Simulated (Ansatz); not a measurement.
Al: geometry relaxation (part 2 of 2)

The same run, continued: Al (slab, 16 atoms in the cell); DFT PBE, scalar-relativistic, plane waves, PAW, no spin polarisation (Ansatz 0.2.0); cutoff 420 eV, 3×3×1 k-mesh, Gaussian smearing of 0.1 eV. The structure derives from an entry of the Crystallography Open Database. The input holds or restrains some coordinates. It belongs to a series of runs on one base structure; here: clean slab, lower planes held.

Geometry of the input (Å; fractional positions):
```
5.7143  0.0000  0.0000
0.0000  5.7143  0.0000
0.0000  0.0000  22.0609
Al 0.2500  0.2500  0.3626
Al 0.2500  0.7500  0.3626
Al 0.7500  0.2500  0.3626
Al 0.7500  0.7500  0.3626
Al 0.5000  0.5000  0.4542
Al 0.5000  0.0000  0.4542
Al 0.0000  0.5000  0.4542
Al 0.0000  0.0000  0.4542
Al 0.7500  0.7500  0.5458
Al 0.7500  0.2500  0.5458
Al 0.2500  0.7500  0.5458
Al 0.2500  0.2500  0.5458
Al 0.0000  0.0000  0.6374
Al 0.0000  0.5000  0.6374
Al 0.5000  0.0000  0.6374
Al 0.5000  0.5000  0.6374
```

```
SCF converged after 6 iterations
Free energy (F): -8596.463843 eV
Harris-Foulkes:  -8596.463843 eV  (|F-HF|=2.41e-8)
Internal energy: -8596.416283 eV  (E = F + TS)
E sigma→0 (E₀):  -8596.440063 eV
Entropy (-TS):   -0.047560 eV (-2.972 meV/atom)
Fermi energy:    0.296635 eV
Dipole field:    D = -0.000588 V/Å  (p = -0.002341 e·Å, saw-weighted, corrected)
Work function:   Φ+ = 4.2363 eV   Φ− = 4.2233 eV
Levels:          The Fermi level and band energies are counted from a zero that moves with the ramp; work functions are not
--- Per-component energies (eV) ---
  E_band       = -182.210178
  E_kinetic    = 344.301968
  E_local      = -9231.969377  (includes V_loc(G=0)·N_el)
  E_nonlocal   = 168.332712
  E_hartree    = 4521.652093
  E_xc         = -624.415046
  E_vxc        = -447.990682  (∫ρ·V_xc dr)
  E_paw        = -7476.807043  (= ΣΔE_a)
  E_vpaw       = -58.186535  (= ΣTr[D̂ρ^β])
  E_aug_tail   = -0.000034  (compensation charges beyond the density's cutoff)
  E_efield     = 0.000001  (sawtooth field / dipole correction)
  E_vefield    = 0.000312  (∫n·V_field dr)
  E_ewald      = 3702.488444
  E_smearing   = -0.047560  (= −TS)
  E_closure    = 0.000000  (closes the sum)
  Σ components = -8596.463843   (vs F -8596.463843, Δ=0.00e0)
--- Forces (eV/Å), atoms counted from 1 ---
  atom   1  Al    -0.00000000     0.00000000     0.12874521
  atom   2  Al    -0.00000000    -0.00000000     0.12874521
  atom   3  Al    -0.00000000    -0.00000000     0.12874521
  atom   4  Al    -0.00000000     0.00000000     0.12874521
  atom   5  Al    -0.00000000     0.00000000    -0.13434737
  atom   6  Al    -0.00000000     0.00000000    -0.13434737
  atom   7  Al    -0.00000000    -0.00000000    -0.13434737
  atom   8  Al    -0.00000000    -0.00000000    -0.13434737
  atom   9  Al    -0.00000000    -0.00000000    -0.00240801
  atom  10  Al    -0.00000000     0.00000000    -0.00240801
  atom  11  Al    -0.00000000    -0.00000000    -0.00240801
  atom  12  Al    -0.00000000    -0.00000000    -0.00240801
  atom  13  Al    -0.00000000     0.00000000     0.00798443
  atom  14  Al    -0.00000000     0.00000000     0.00798443
  atom  15  Al    -0.00000000    -0.00000000     0.00798443
  atom  16  Al    -0.00000000    -0.00000000     0.00798443
  max |Σ_I F_I| component: 1.03e-4 eV/Å
--- Band table (eV) ---
  k-point 0: bands = ["-10.3387", "-9.0111", "-6.8196", "-5.8994", "-5.8994", "-5.8854", "-5.8854", "-4.6007", "-4.6007", "-4.5887", "-4.5887", "-4.0152", "-2.4726", "-2.4726", "-2.4557", "-2.4557", "-2.1675", "-2.1675", "-1.6926", "-0.9580", "-0.9580", "-0.8470", "-0.8081", "0.2939", "0.2939", "0.3045", "0.3045", "0.5371", "0.5739", "1.1191", "1.1191", "1.7293", "2.5732", "2.6072", "2.6301", "2.6301", "2.6482", "2.6482", "3.6677", "3.7719"]
  k-point 1: bands = ["-9.8376", "-8.5139", "-8.3446", "-7.0330", "-6.3277", "-5.4162", "-5.4018", "-4.8628", "-4.1213", "-4.1086", "-3.9893", "-3.9752", "-3.5265", "-2.7112", "-2.6978", "-2.5334", "-2.0720", "-1.9980", "-1.9817", "-1.2686", "-1.2276", "-0.6025", "-0.5889", "0.1693", "0.7576", "0.7683", "0.8717", "1.5934", "1.8453", "1.8684", "2.1645", "2.1800", "2.2870", "2.8794", "3.0848", "3.1031", "3.1641", "3.1857", "3.6755", "3.6969"]
  k-point 2: bands = ["-9.3381", "-8.0184", "-7.8505", "-7.8505", "-6.5427", "-6.5427", "-6.3803", "-5.8373", "-5.0847", "-4.3776", "-4.3776", "-3.0400", "-2.9357", "-2.0815", "-2.0815", "-1.5908", "-1.5908", "-1.2464", "-0.8217", "-0.8217", "-0.7624", "-0.2372", "-0.0374", "0.2371", "0.6311", "0.6311", "1.3079", "1.3079", "1.4256", "1.5245", "2.0393", "2.0835", "2.4659", "2.7293", "3.2917", "3.5887", "3.6295", "3.6295", "4.1003", "4.1003"]
--- Relaxed structure (3 steps of the walk, 3 accepted, 0 SCFs on fresh bases) ---
  F+E_penalty+E_count = -8596.46384313 eV   max|allowed force component| = 7.984e-3 eV/Å
  atoms:
    - { symbol: Al, position: [0.25, 0.25, 0.36263198259999996] }
    - { symbol: Al, position: [0.25, 0.75, 0.36263198259999996] }
    - { symbol: Al, position: [0.75, 0.25, 0.36263198259999996] }
    - { symbol: Al, position: [0.75, 0.75, 0.36263198259999996] }
    - { symbol: Al, position: [0.5, 0.5, 0.4542106608999999] }
    - { symbol: Al, position: [0.5, 0.0, 0.4542106608999999] }
    - { symbol: Al, position: [0.0, 0.5, 0.4542106608999999] }
    - { symbol: Al, position: [0.0, 0.0, 0.4542106608999999] }
    - { symbol: Al, position: [0.75, 0.75, 0.547751981166193] }
    - { symbol: Al, position: [0.75, 0.25, 0.5477519811661931] }
    - { symbol: Al, position: [0.25, 0.75, 0.547751981166193] }
    - { symbol: Al, position: [0.25, 0.25, 0.5477519811661931] }
    - { symbol: Al, position: [2.6330994876198132e-37, 0.0, 0.6374039223774258] }
    - { symbol: Al, position: [2.6330994876198132e-37, 0.5, 0.6374039223774258] }
    - { symbol: Al, position: [0.5, 0.0, 0.6374039223774258] }
    - { symbol: Al, position: [0.5, 0.5, 0.6374039223774258] }
```

**Trajectory as extended XYZ (Å, eV, eV/Å), 3 frames, from step=1 to step=3**
```
16
Lattice="5.7143 0.0000 0.0000 0.0000 5.7143 0.0000 0.0000 0.0000 22.0609" Properties=species:S:1:pos:R:3:forces:R:3 step=1 energy=-8596.44273
Al    1.4286    1.4286    8.0000    0.0000   0.0000   0.1364
Al    1.4286    4.2857    8.0000    0.0000   0.0000   0.1364
Al    4.2857    1.4286    8.0000    0.0000   0.0000   0.1364
Al    4.2857    4.2857    8.0000    0.0000   0.0000   0.1364
Al    2.8572    2.8572   10.0203    0.0000   0.0000  -0.2480
Al    2.8572    0.0000   10.0203    0.0000   0.0000  -0.2480
Al    0.0000    2.8572   10.0203    0.0000   0.0000  -0.2480
Al    0.0000    0.0000   10.0203    0.0000   0.0000  -0.2480
Al    4.2857    4.2857   12.0406    0.0000   0.0000   0.2480
Al    4.2857    1.4286   12.0406    0.0000   0.0000   0.2480
Al    1.4286    4.2857   12.0406    0.0000   0.0000   0.2480
Al    1.4286    1.4286   12.0406    0.0000   0.0000   0.2480
Al    0.0000    0.0000   14.0609    0.0000   0.0000  -0.1364
Al    0.0000    2.8572   14.0609    0.0000   0.0000  -0.1364
Al    2.8572    0.0000   14.0609    0.0000   0.0000  -0.1364
Al    2.8572    2.8572   14.0609    0.0000   0.0000  -0.1364
16
Lattice="5.7143 0.0000 0.0000 0.0000 5.7143 0.0000 0.0000 0.0000 22.0609" Properties=species:S:1:pos:R:3:forces:R:3 step=2 energy=-8596.45878
Al    1.4286    1.4286    8.0000    0.0000   0.0000   0.1262
Al    1.4286    4.2857    8.0000    0.0000   0.0000   0.1262
Al    4.2857    1.4286    8.0000    0.0000   0.0000   0.1262
Al    4.2857    4.2857    8.0000    0.0000   0.0000   0.1262
Al    2.8572    2.8572   10.0203    0.0000   0.0000  -0.1057
Al    2.8572    0.0000   10.0203    0.0000   0.0000  -0.1057
Al    0.0000    2.8572   10.0203    0.0000   0.0000  -0.1057
Al    0.0000    0.0000   10.0203    0.0000   0.0000  -0.1057
Al    4.2857    4.2857   12.0941    0.0000   0.0000  -0.1129
Al    4.2857    1.4286   12.0941    0.0000   0.0000  -0.1129
Al    1.4286    4.2857   12.0941    0.0000   0.0000  -0.1129
Al    1.4286    1.4286   12.0941    0.0000   0.0000  -0.1129
Al    0.0000    0.0000   14.0480    0.0000   0.0000   0.0925
Al    0.0000    2.8572   14.0480    0.0000   0.0000   0.0925
Al    2.8572    0.0000   14.0480    0.0000   0.0000   0.0925
Al    2.8572    2.8572   14.0480    0.0000   0.0000   0.0925
16
Lattice="5.7143 0.0000 0.0000 0.0000 5.7143 0.0000 0.0000 0.0000 22.0609" Properties=species:S:1:pos:R:3:forces:R:3 step=3 energy=-8596.46384
Al    1.4286    1.4286    8.0000    0.0000   0.0000   0.1287
Al    1.4286    4.2857    8.0000    0.0000   0.0000   0.1287
Al    4.2857    1.4286    8.0000    0.0000   0.0000   0.1287
Al    4.2857    4.2857    8.0000    0.0000   0.0000   0.1287
Al    2.8572    2.8572   10.0203    0.0000   0.0000  -0.1343
Al    2.8572    0.0000   10.0203    0.0000   0.0000  -0.1343
Al    0.0000    2.8572   10.0203    0.0000   0.0000  -0.1343
Al    0.0000    0.0000   10.0203    0.0000   0.0000  -0.1343
Al    4.2857    4.2857   12.0839    0.0000   0.0000  -0.0024
Al    4.2857    1.4286   12.0839    0.0000   0.0000  -0.0024
Al    1.4286    4.2857   12.0839    0.0000   0.0000  -0.0024
Al    1.4286    1.4286   12.0839    0.0000   0.0000  -0.0024
Al    0.0000    0.0000   14.0617    0.0000   0.0000   0.0080
Al    0.0000    2.8572   14.0617    0.0000   0.0000   0.0080
Al    2.8572    0.0000   14.0617    0.0000   0.0000   0.0080
Al    2.8572    2.8572   14.0617    0.0000   0.0000   0.0080
```

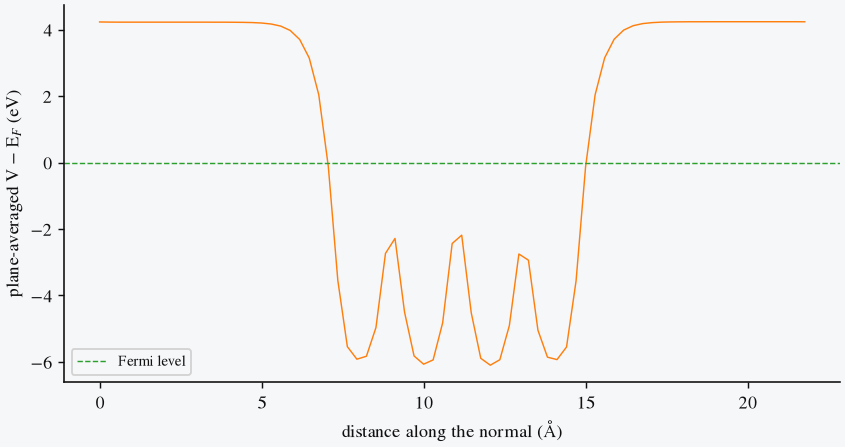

Plane average of the electrostatic potential energy of an electron across the cell, from the Fermi level. The vacuum level lies 4.24 eV above the Fermi level.

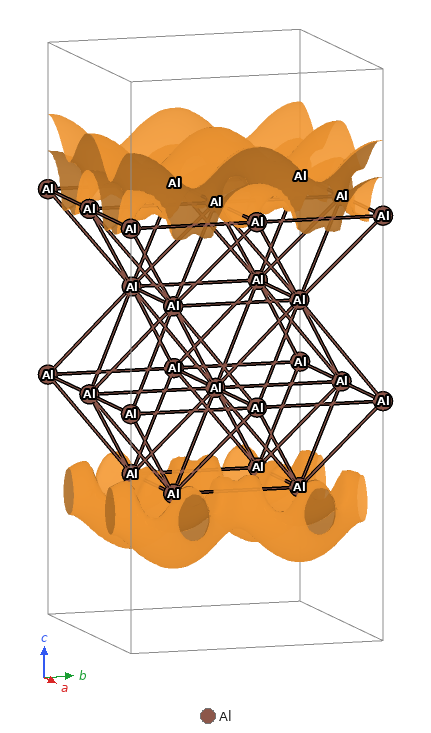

Isosurface of the ELF at 0.7 (orange), seen slightly off an axis. Core shells and regions of very low density are left out. Sticks mark near contacts. Counts are for one cell; the picture repeats the cell along the surface. Along the contacts the grid gives the following. Al–Al (2.83 Å): the ELF peaks at about 0.65 between the atoms. Al–Al (2.89 Å): the ELF is about 0.60 at the midpoint (nearly free electrons, as in a simple metal). Core electrons are frozen (PAW), so the fields are smoothed inside the atomic spheres.

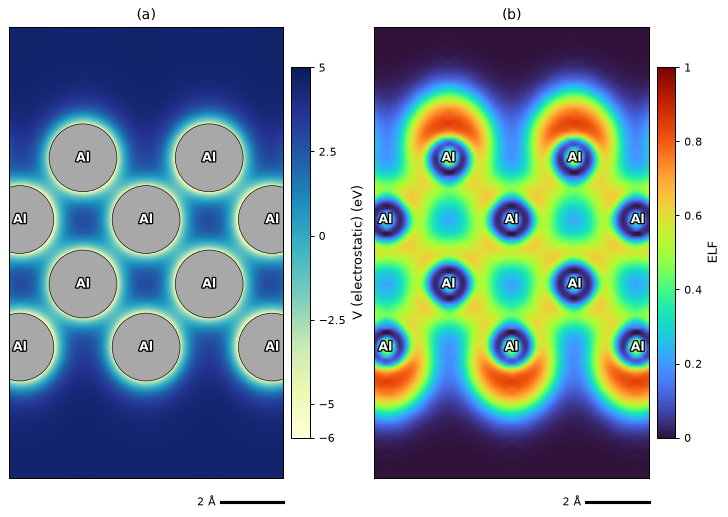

(a) electrostatic potential (local pseudopotential plus Hartree) felt by an electron; (b) electron localisation function on the (11̄0) plane of the calculation cell, a cut from vacuum to vacuum. Grey discs, where drawn, cover atomic cores. Atoms in the plane: Al. Al–Al (2.83 Å): the ELF peaks at about 0.65 between the atoms. Al–Al (2.89 Å): the ELF is about 0.60 at the midpoint, which marks nearly free electrons, as in a simple metal.

**Key numbers**

| quantity | value |
| --- | --- |
| outcome | converged under the restraints of the input |
| electrons treated | 48 |
| free energy | −8596.4638 eV |
| work function, top face | 4.24 eV |
| work function, bottom face | 4.22 eV |
| Fermi energy | 0.297 eV |
| gap on the k-point mesh | none (metallic) |
| final volume | 720.36 Å³ |
| work function (upper face) | 4.24 eV |
| largest force (length of the vector) at the end, held atoms and coordinates included | 0.134 eV/Å |
| wall time | 14 s (CPU time 28 s) |
| peak memory | 0.7 GiB |
